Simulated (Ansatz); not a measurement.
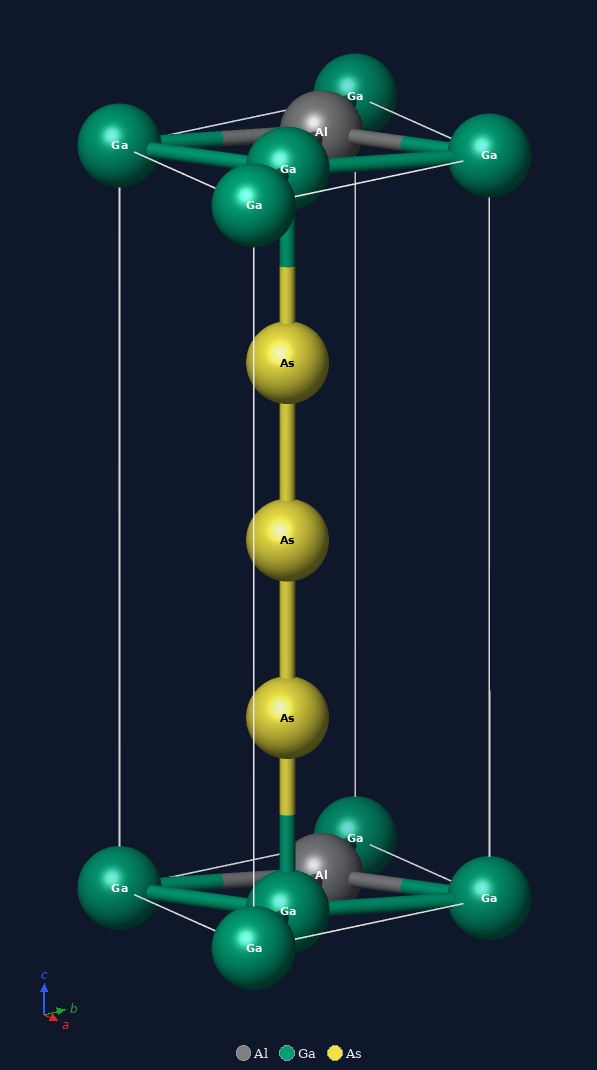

This ball-and-stick model is shown slightly off an axis. The lines enclose the conventional unit cell; boundary atoms appear with their images. Cell: a = 4.79 Å, b = 4.79 Å, c = 9.63 Å, α = 90.00°, β = 90.00°, γ = 120.00°.

Origin of the cell: a random cell made by a generator, so it need not be a real form of the compound. Earlier steps of the study may have refined or changed the cell and positions. It was run through Ansatz as a DFT input.

Question: In words:

Answer: Its composition is AlGa$_{2}$As$_{3}$. The symmetry is that of P-6m2 (No. 187), on a primitive hexagonal lattice. It has 6 atoms to the cell (1 Al, 2 Ga, 3 As). The Al atoms are each bonded to six Ga at about 2.8 Å. Ga takes two kinds of site: 1e with three Al, three Ga and two As (about 2.8 Å to Al, 2.8 Å to Ga, 2.5 Å to As); 1a with three Al and three Ga (about 2.8 Å to Al, 2.8 Å to Ga). As takes two kinds of site: 2i with one Ga and one As in a nearly linear arrangement (about 2.5 Å to Ga, 2.3 Å to As); 1f with two As in a linear arrangement at about 2.3 Å. The bonds build a three-dimensional framework.

Theory: Ansatz, DFT PBE, scalar-relativistic, plane waves, PAW. Numerical settings: a cutoff energy of 420 eV, Brillouin-zone sampling on a 12×12×4 mesh, Gaussian smearing of 0.1 eV, no spin polarisation.

Question: What is the electronic character?

Answer: A metal: bands cross the Fermi level.

Question: Give the Bader charge of each element.

Answer: Al +0.63 e; Ga -0.12 to -0.06 e; As -0.25 to +0.04 e.

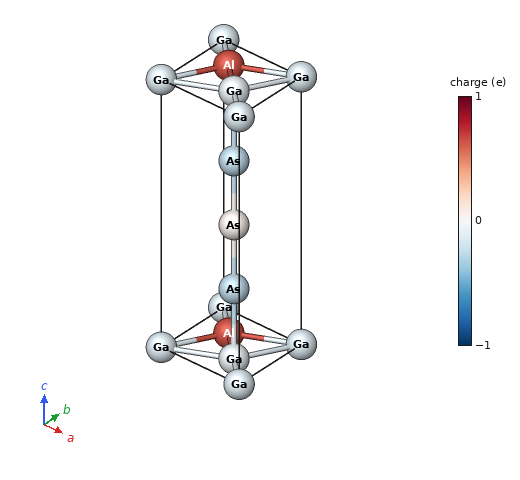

The atoms coloured by those charges. The run's cell of 6 atoms is drawn.

Question: Are forces and stress small enough to call this relaxed?

Answer: Yes. All forces vanish to within 0.01 eV/Å. The pressure is 0.0 GPa, close to zero.
